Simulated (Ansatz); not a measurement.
## Single-point calculation, with input and output: MnS (part 1 of 2)

The run: single-point calculation of MnS (P6₃mc, 8 atoms in the cell). Method and program: DFT PBE+U, scalar-relativistic, plane waves, PAW, Ueff = 5 eV on Mn atom 1 d; Ueff = 5 eV on Mn atom 2 d; Ueff = 5 eV on Mn atom 5 d; Ueff = 5 eV on Mn atom 6 d, spin-polarised (Ansatz 0.2.0).

The structure derives from a Materials Project entry. It belongs to a series of runs on one base structure; here: natural orbitals of the symmetric run, filled by rank. Figures and captions count atoms from 1; the log counts them from 0 in places.

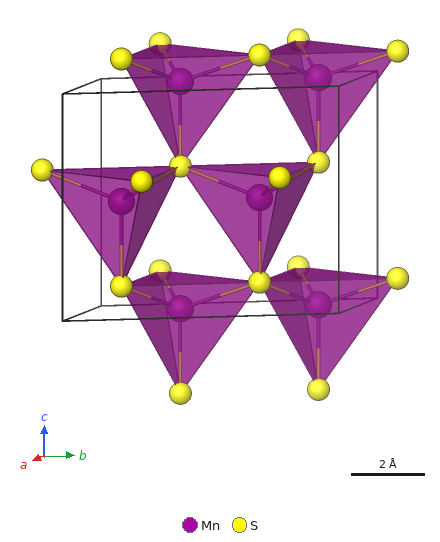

Fig. 1: The structure as given in the input (polyhedral view of the cell of the calculation, seen slightly off an axis; polyhedra are completed across the faces of the cell).

**Summary**

| quantity | value |
| --- | --- |
| outcome | converged |
| space group (tolerance 0.01 Å) | P6₃mc (186) |
| electrons treated | 84 |
| free energy | −19208.3869 eV |
| Fermi energy | 7.724 eV |
| gap on the k-point mesh | 0.58 eV |
| net moment of the cell | 0.00 μB |
| integrated absolute moment | 18.17 μB |
| pressure | −0.85 GPa |
| largest force (length of the vector) | 0.505 eV/Å |
| hardware | 4 threads of Arm Neoverse V1, 24 GiB of memory available, shared host |
| wall time | 26 s (CPU time 1.7 min) |
| peak memory | 0.86 GiB |

**Notes**

The program warns: the structure was made exactly symmetric.

**Input**
```yaml
crystal:
  lattice:
    - [3.95357758, 0.0, 0.0]
    - [-3.95357758, 6.84779724, 0.0]
    - [0.0, 0.0, 6.34252991]
  atoms:
    - { symbol: Mn, position: [0.33333333, 0.333333335, 0.99884467], spin: 5.0 }
    - { symbol: Mn, position: [0.66666667, 0.166666665, 0.49886144], spin: 5.0 }
    - { symbol: S, position: [0.66666667, 0.166666665, 0.1261543] }
    - { symbol: S, position: [0.33333333, 0.333333335, 0.6261406] }
    - { symbol: Mn, position: [0.33333333, 0.833333335, 0.99884467], spin: -5.0 }
    - { symbol: Mn, position: [0.66666667, 0.666666665, 0.49886144], spin: -5.0 }
    - { symbol: S, position: [0.66666667, 0.666666665, 0.1261543] }
    - { symbol: S, position: [0.33333333, 0.833333335, 0.6261406] }
basis:
  ecutwfc: 420
  ecutrho_ratio: 4
kpoints:
  mp_grid: { grid: [6, 6, 3] }
hamiltonian:
  xc: pbe
  hubbard:
    sites:
      - { site: 0, l: d, u_eff: 5.0, starting_ns: [{ spin: up, occupation_matrix: s0up }, { spin: down, occupation_matrix: s0down }] }
      - { site: 1, l: d, u_eff: 5.0, starting_ns: [{ spin: up, occupation_matrix: s1up }, { spin: down, occupation_matrix: s1down }] }
      - { site: 4, l: d, u_eff: 5.0, starting_ns: [{ spin: up, occupation_matrix: s4up }, { spin: down, occupation_matrix: s4down }] }
      - { site: 5, l: d, u_eff: 5.0, starting_ns: [{ spin: up, occupation_matrix: s5up }, { spin: down, occupation_matrix: s5down }] }
    double_counting: amf
    occupation_matrices:
      s0up:
        matrix:
          - [0.97, 0.0, 0.0, 0.0, 0.0]
          - [0.0, 0.97, 0.0, 0.0, 0.0]
          - [0.0, 0.0, 0.97, 0.0, 0.0]
          - [0.0, 0.0, 0.0, 0.97, 0.0]
          - [0.0, 0.0, 0.0, 0.0, 0.97]
      s0down:
        matrix:
          - [0.02, 0.0, 0.0, 0.0, 0.0]
          - [0.0, 0.02, 0.0, 0.0, 0.0]
          - [0.0, 0.0, 0.02, 0.0, 0.0]
          - [0.0, 0.0, 0.0, 0.02, 0.0]
          - [0.0, 0.0, 0.0, 0.0, 0.02]
      s1up:
        matrix:
          - [0.97, 0.0, 0.0, 0.0, 0.0]
          - [0.0, 0.97, 0.0, 0.0, 0.0]
          - [0.0, 0.0, 0.97, 0.0, 0.0]
          - [0.0, 0.0, 0.0, 0.97, 0.0]
          - [0.0, 0.0, 0.0, 0.0, 0.97]
      s1down:
        matrix:
          - [0.02, 0.0, 0.0, 0.0, 0.0]
          - [0.0, 0.02, 0.0, 0.0, 0.0]
          - [0.0, 0.0, 0.02, 0.0, 0.0]
          - [0.0, 0.0, 0.0, 0.02, 0.0]
          - [0.0, 0.0, 0.0, 0.0, 0.02]
      s4up:
        matrix:
          - [0.02, 0.0, 0.0, 0.0, 0.0]
          - [0.0, 0.02, 0.0, 0.0, 0.0]
          - [0.0, 0.0, 0.02, 0.0, 0.0]
          - [0.0, 0.0, 0.0, 0.02, 0.0]
          - [0.0, 0.0, 0.0, 0.0, 0.02]
      s4down:
        matrix:
          - [0.97, 0.0, 0.0, 0.0, 0.0]
          - [0.0, 0.97, 0.0, 0.0, 0.0]
          - [0.0, 0.0, 0.97, 0.0, 0.0]
          - [0.0, 0.0, 0.0, 0.97, 0.0]
          - [0.0, 0.0, 0.0, 0.0, 0.97]
      s5up:
        matrix:
          - [0.02, 0.0, 0.0, 0.0, 0.0]
          - [0.0, 0.02, 0.0, 0.0, 0.0]
          - [0.0, 0.0, 0.02, 0.0, 0.0]
          - [0.0, 0.0, 0.0, 0.02, 0.0]
          - [0.0, 0.0, 0.0, 0.0, 0.02]
      s5down:
        matrix:
          - [0.97, 0.0, 0.0, 0.0, 0.0]
          - [0.0, 0.97, 0.0, 0.0, 0.0]
          - [0.0, 0.0, 0.97, 0.0, 0.0]
          - [0.0, 0.0, 0.0, 0.97, 0.0]
          - [0.0, 0.0, 0.0, 0.0, 0.97]
    ns_hold: { iters: 10 }
scf:
  occupations: { method: gaussian, width: 0.05 }
  lower_state_search: "off"
  max_iter: 150
output:
  forces: true
  stress: true
  eigenvalues: true
  populations: true
  hubbard:
    sites:
      - { site: 0, l: d }
      - { site: 1, l: d }
      - { site: 4, l: d }
      - { site: 5, l: d }
  write_density: true
  write_potential: true
  elf: true
  volumetric_format: npy
magnetization:
  spin_polarized: true
```

Run as:
```bash
ansatz run input.yaml --threads 4 --pin off --max-ram 6144MiB --backend cpu --events-out ev --progress --plain --runs-dir out
```

**The program's output**
```
Warning: the atoms were moved onto the symmetric positions of the space group found under crystal.symmetry.tolerance 1.0e-5 (fractional; no operation is sought that the atoms, as they stand in a round, miss by more than twice it, and no atom is moved by as much as it), and the run uses the moved positions. Before a round's move an operation carried an atom to 1.06e-4 Å from where it should land, the largest such distance. Atom 0 (counting from 0) moved farthest, by 5.32e-5 Å; the longest move in fractions of the cell, of whichever atom, is 0.83 of the tolerance, in 1 round. To run the atoms as typed, lower crystal.symmetry.tolerance until the operations that they miss are no longer found, or set crystal.symmetry.detect: false (a key that needs symmetry detection or time reversal refuses this as the deck is read). The positions used, in the order of the run's atom list: position: [0.333333335, 0.333333335, 0.998853055]; position: [0.6666666649999999, 0.166666665, 0.498853055]; position: [0.6666666649999999, 0.166666665, 0.12614745000000002]; position: [0.333333335, 0.333333335, 0.62614745]; position: [0.33333333499999995, 0.833333335, 0.998853055]; position: [0.666666665, 0.666666665, 0.498853055]; position: [0.666666665, 0.666666665, 0.12614745000000002]; position: [0.33333333499999995, 0.833333335, 0.62614745];
Mn: projections on atomic orbitals take those of the free atom [Ne] 3s2 3p6 3d5 4s2, of charge +0.00 (hamiltonian.pseudopotentials.projection_atoms); the dataset's partial waves leave at most 9.0e-7 of an orbital's norm unspanned inside its sphere
S: projections on atomic orbitals take those of the free atom [Ne] 3s2 3p4, of charge +0.00 (hamiltonian.pseudopotentials.projection_atoms); the dataset's partial waves leave at most 1.6e-7 of an orbital's norm unspanned inside its sphere
Engine: ansatz 0.2.0, aarch64-unknown-linux-gnu
Pseudopotentials: kind: paw
Pseudopotential: Mn, paw, valence charge 15, recommended cutoff 420 eV (normal), Mn.paw.azcp
Pseudopotential: S, paw, valence charge 6, recommended cutoff 420 eV (normal), S.paw.azcp
Functional definition: PBE
  parameter kappa = 0.804
  parameter beta = 0.06672455060314922
  exchange = pbe_x(kappa = kappa, mu = beta*pi^2/3)
  correlation = pbe_c(beta = beta)
Crystal: 8 atoms, lattice volume = 171.713 Å³
Basis set: ecut = 420 eV, 3379 PW (Γ), exchange–correlation on 54×108×90 points (8 copies of the dense FFT grid, shifted against one another)
Bands: 63, of which v1, the nominal top of the filled ones, is band 42 counted from 1 (41 counted from 0)
Symmetry: 4 space group operations
Space group: Pmn21 (ITA 31), of the structure as read, at distance tolerance 5.6e-5 Å
Magnetic group: BNS 31.133 (UNI 231), of the structure as read, at distance tolerance 5.6e-5 Å
k-points: 32 of 108 (time reversal used)
Non-local potential: Mn, projectors of the file, l = 0: 3, l = 1: 2, l = 2: 3, l = 3: 1
Non-local potential: S, projectors of the file, l = 0: 2, l = 1: 2, l = 2: 2
PAW form: soft (Blöchl's): semilocal exchange-correlation on the pseudo side does not see the compensation charge
PAW one-centre angular grid: Mn, 590 points (default); XC on 64 Gauss nodes
PAW one-centre angular grid: S, 110 points (default); XC on 64 Gauss nodes
Initial density: superposition of atomic densities (chi_scale 0.1, normalization cell, long waves kept (reshape's long-wave potential 0.00 eV rms))
Starting moments: Σ|m| = 20 μB on 4 of 8 sites
Starting magnetic order: antiferromagnet; a translation exchanges its spin sublattices: spin-degenerate at every k-point
Initial wavefunctions: pseudopotential atomic-orbital guess
Functional: x = pbe(κ = 0.804, μ = 0.2195149727645171), c = pbe(β = 0.06672455060314922)
SCF iter   1: F=—  HF=-19210.433277 eV  |F-HF|=—  |Δ(HF+E_count)|=         —  Δρ=7.06e-2 (↑7.06e-2 ↓7.06e-2)  dr2=2.34e1  dr2_m=2.47e0  M=0.000 μB ∫|m|=16.971 μB  β_m=0.30  ethr=3.10e-3  ⟨swp⟩=5.9  Hψ=7455  notcnv=0  defer=47
preconditioner: auto → Resta (q_TF=auto, 2.422 Å⁻¹)  ε∞=6.7  [insulator: Δε(μ)=0.057 eV  Ē_g=8.536 eV  σ=0.050 eV  W_gap=0.58  n_scr=38 (ndim 8)  ℏωp=20.4 eV  f_vac=0.002  D(μ)=1.55/eV (n_scr^D=4)  ε∞_Penn≈6.7]
spin=Collinear: Resta preconditioning applied to the charge; magnetization (m = ρ↑ − ρ↓) channel mixes plain (no charge-response kernel on spin).
SCF iter   2: F=—  HF=-19207.584997 eV  |F-HF|=—  |Δ(HF+E_count)|=    2.85e0  Δρ=2.52e-2 (↑2.52e-2 ↓2.52e-2)  dr2=1.40e0  dr2_m=7.59e-1  M=0.000 μB ∫|m|=18.199 μB  β_m=0.30  ethr=3.10e-3  ⟨swp⟩=3.0  Hψ=4487  notcnv=0  defer=419
SCF iter   3: F=—  HF=-19207.871279 eV  |F-HF|=—  |Δ(HF+E_count)|=   2.86e-1  Δρ=1.91e-2 (↑1.91e-2 ↓1.91e-2)  dr2=6.67e-1  dr2_m=4.55e-1  M=0.000 μB ∫|m|=18.218 μB  β_m=0.30  ethr=1.67e-3  ⟨swp⟩=2.0  Hψ=1953  notcnv=0  defer=416
SCF iter   4: F=—  HF=-19207.977580 eV  |F-HF|=—  |Δ(HF+E_count)|=   1.06e-1  Δρ=1.32e-2 (↑1.32e-2 ↓1.32e-2)  dr2=3.93e-2  dr2_m=2.61e-1  M=0.000 μB ∫|m|=18.236 μB  β_m=0.30  ethr=7.94e-4  ⟨swp⟩=3.0  Hψ=2849  notcnv=0  defer=416
SCF iter   5: F=—  HF=-19208.123559 eV  |F-HF|=—  |Δ(HF+E_count)|=   1.46e-1  Δρ=9.82e-3 (↑9.82e-3 ↓9.82e-3)  dr2=1.84e-2  dr2_m=1.46e-1  M=0.000 μB ∫|m|=18.237 μB  β_m=0.30  ethr=4.68e-5  ⟨swp⟩=3.1  Hψ=3802  notcnv=0  defer=440
SCF iter   6: F=—  HF=-19208.202069 eV  |F-HF|=—  |Δ(HF+E_count)|=   7.85e-2  Δρ=6.86e-3 (↑6.86e-3 ↓6.86e-3)  dr2=4.84e-3  dr2_m=7.27e-2  M=0.000 μB ∫|m|=18.230 μB  β_m=0.30  ethr=2.19e-5  ⟨swp⟩=2.0  Hψ=3089  notcnv=0  defer=440
Mixer restart at iter 6: flushing history
spin-set hold released at iteration 6 (site moments contracting): the magnetisation degrees of freedom join the quasi-Newton model from the next iteration; the mixer history was flushed
SCF iter   7: F=—  HF=-19208.240558 eV  |F-HF|=—  |Δ(HF+E_count)|=   3.85e-2  Δρ=5.20e-3 (↑5.20e-3 ↓5.20e-3)  dr2=1.16e-3  dr2_m=4.23e-2  M=0.000 μB ∫|m|=18.236 μB  β_m=0.65  ethr=5.77e-6  ⟨swp⟩=2.0  Hψ=3113  notcnv=0  defer=440
SCF iter   8: F=—  HF=-19208.286051 eV  |F-HF|=—  |Δ(HF+E_count)|=   4.55e-2  Δρ=8.18e-4 (↑8.18e-4 ↓8.18e-4)  dr2=3.74e-3  dr2_m=2.49e-5  M=0.000 μB ∫|m|=18.243 μB  β_m=0.55  ethr=1.38e-6  ⟨swp⟩=2.1  Hψ=3154  notcnv=0  defer=440
SCF iter   9: F=—  HF=-19208.285140 eV  |F-HF|=—  |Δ(HF+E_count)|=   9.11e-4  Δρ=2.18e-4 (↑2.18e-4 ↓2.18e-4)  dr2=8.86e-5  dr2_m=4.80e-5  M=0.000 μB ∫|m|=18.250 μB  β_m=0.72  ethr=1.38e-6  ⟨swp⟩=2.0  Hψ=3171  notcnv=0  defer=440
SCF iter  10: F=—  HF=-19208.285397 eV  |F-HF|=—  |Δ(HF+E_count)|=   2.58e-4  Δρ=6.25e-5 (↑6.25e-5 ↓6.25e-5)  dr2=1.54e-5  dr2_m=2.83e-6  M=0.000 μB ∫|m|=18.250 μB  β_m=0.86  ethr=1.05e-7  ⟨swp⟩=2.0  Hψ=2579  notcnv=0  defer=440
SCF iter  11: F=—  HF=-19208.285423 eV  |F-HF|=—  |Δ(HF+E_count)|=   2.57e-5  Δρ=1.40e-5 (↑1.40e-5 ↓1.40e-5)  dr2=2.54e-6  dr2_m=1.20e-8  M=0.000 μB ∫|m|=18.251 μB  β_m=0.86  ethr=1.83e-8  ⟨swp⟩=2.0  Hψ=2391  notcnv=0  defer=440
Mixer restart at iter 11: flushing history
SCF iter  12: F=—  HF=-19208.285476 eV  |F-HF|=—  |Δ(HF+E_count)|=         —  Δρ=1.49e-5 (↑1.49e-5 ↓1.49e-5)  dr2=2.81e-6  dr2_m=1.52e-8  M=0.000 μB ∫|m|=18.251 μB  β_m=0.86  ethr=3.02e-9  ⟨swp⟩=1.0  Hψ=1576  notcnv=0  defer=440
SCF iter  13: F=—  HF=-19208.374937 eV  |F-HF|=—  |Δ(HF+E_count)|=   8.95e-2  Δρ=1.05e-3 (↑1.05e-3 ↓1.05e-3)  dr2=2.17e-3  dr2_m=1.16e-3  M=0.000 μB ∫|m|=18.208 μB  β_m=0.70  ethr=3.02e-9  ⟨swp⟩=4.8  Hψ=4786  notcnv=0  defer=438
SCF iter  14: F=—  HF=-19208.384813 eV  |F-HF|=—  |Δ(HF+E_count)|=   9.88e-3  Δρ=8.26e-4 (↑8.26e-4 ↓8.26e-4)  dr2=8.34e-4  dr2_m=6.95e-4  M=0.000 μB ∫|m|=18.195 μB  β_m=0.97  ethr=3.02e-9  ⟨swp⟩=4.2  Hψ=5254  notcnv=0  defer=437
SCF iter  15: F=—  HF=-19208.387659 eV  |F-HF|=—  |Δ(HF+E_count)|=   2.85e-3  Δρ=8.50e-4 (↑8.50e-4 ↓8.50e-4)  dr2=4.02e-3  dr2_m=6.28e-5  M=0.000 μB ∫|m|=18.171 μB  β_m=0.80  ethr=3.02e-9  ⟨swp⟩=4.2  Hψ=4989  notcnv=0  defer=437
SCF iter  16: F=—  HF=-19208.386888 eV  |F-HF|=—  |Δ(HF+E_count)|=   7.71e-4  Δρ=8.42e-5 (↑8.42e-5 ↓8.42e-5)  dr2=1.83e-5  dr2_m=4.61e-6  M=0.000 μB ∫|m|=18.171 μB  β_m=0.90  ethr=3.02e-9  ⟨swp⟩=3.1  Hψ=4911  notcnv=0  defer=434
SCF iter  17: F=—  HF=-19208.386901 eV  |F-HF|=—  |Δ(HF+E_count)|=   1.34e-5  Δρ=1.54e-5 (↑1.54e-5 ↓1.54e-5)  dr2=5.89e-7  dr2_m=2.04e-7  M=0.000 μB ∫|m|=18.170 μB  β_m=0.95  ethr=3.02e-9  ⟨swp⟩=2.0  Hψ=3270  notcnv=0  defer=433
SCF iter  18: F=—  HF=-19208.386902 eV  |F-HF|=—  |Δ(HF+E_count)|=   8.95e-7  Δρ=5.78e-6 (↑5.78e-6 ↓5.78e-6)  dr2=1.99e-7  dr2_m=1.32e-8  M=0.000 μB ∫|m|=18.170 μB  β_m=0.97  ethr=7.01e-10  ⟨swp⟩=2.0  Hψ=2410  notcnv=0  defer=433
SCF iter  19: F=-19208.386903 eV  HF=-19208.386903 eV  |F-HF|=6.01e-9  |Δ(HF+E_count)|=   1.78e-7  Δρ=8.64e-7 (↑8.64e-7 ↓8.64e-7)  dr2=3.84e-9  dr2_m=4.81e-10  M=0.000 μB ∫|m|=18.170 μB  ethr=1.19e-10  ⟨swp⟩=13.3  Hψ=14485  notcnv=0
SCF 1 converged in 19 iterations: F = -19208.386903 eV  dr2 = 3.84e-9
  greatest PAW one-centre occupation: 1.003 electrons in one spin orbital (limit 2), on the Mn atom at site 5 (counted from 0), in its partial waves of l = 1
```

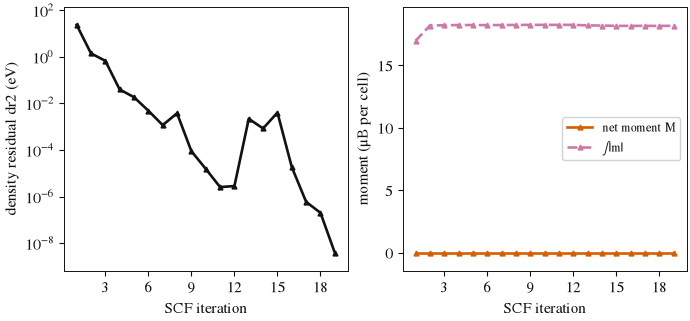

Fig. 2: Convergence of the self-consistent field: density residual dr2 and magnetic moment against the SCF iteration. The residual falls unevenly and jumps up by a factor of two or more 3 times on the way down. The net moment stays at 0.0 μB per cell.

```
SCF converged after 19 iterations
Magnetization: 0.0000 μB (42.0000 up, 42.0000 down)
Absolute magnetization: 18.1710 μB (∫|ρ↑−ρ↓|, with the PAW one-centre terms)
Spin contamination: 9.2911 ħ² per cell (⟨S²⟩ above its minimum at these occupations)
Per-site moments (μB) at R_I (Å): [(3.938217077348187, 0.9751072845265722), (3.938217077348186, 0.9751072845265726), (0.05507831379032562, 0.9751072845265726), (0.05507831379032564, 0.9751072845265722), (-3.938217077348187, 0.9751072845265722), (-3.938217077348186, 0.9751072845265726), (-0.05507831379032547, 0.9751072845265726), (-0.05507831379032522, 0.9751072845265722)]
Free energy (F): -19208.386903 eV
Harris-Foulkes:  -19208.386903 eV  (|F-HF|=6.01e-9)
Internal energy: -19208.386903 eV  (E = F + TS)
E sigma→0 (E₀):  -19208.386903 eV
Fermi energy:    7.724446 eV
--- Per-component energies (eV) ---
  E_band       = -1402.502227
  E_kinetic    = 1625.908199
  E_local      = -11130.435333  (includes V_loc(G=0)·N_el)
  E_nonlocal   = 1116.767015
  E_hartree    = 4576.175749
  E_xc         = -832.697321
  E_vxc        = -917.482794  (∫ρ·V_xc dr)
  E_hubbard    = -0.131324  (on-site DFT+U / exact-exchange correction)
  E_vhub       = -0.262656  (the Hubbard potential's part of the band-sum identity)
  E_paw        = -7625.010573  (= ΣΔE_a)
  E_vpaw       = -1249.349368  (= ΣTr[D̂ρ^β])
  E_aug_tail   = -0.000033  (compensation charges beyond the density's cutoff)
  E_ewald      = -6938.963282
  E_smearing   = -0.000000  (= −TS)
  E_closure    = 0.000000  (closes the sum)
  Σ components = -19208.386903   (vs F -19208.386903, Δ=0.00e0)
DFT+U double counting: amf (around mean field; hamiltonian.hubbard.double_counting)
```
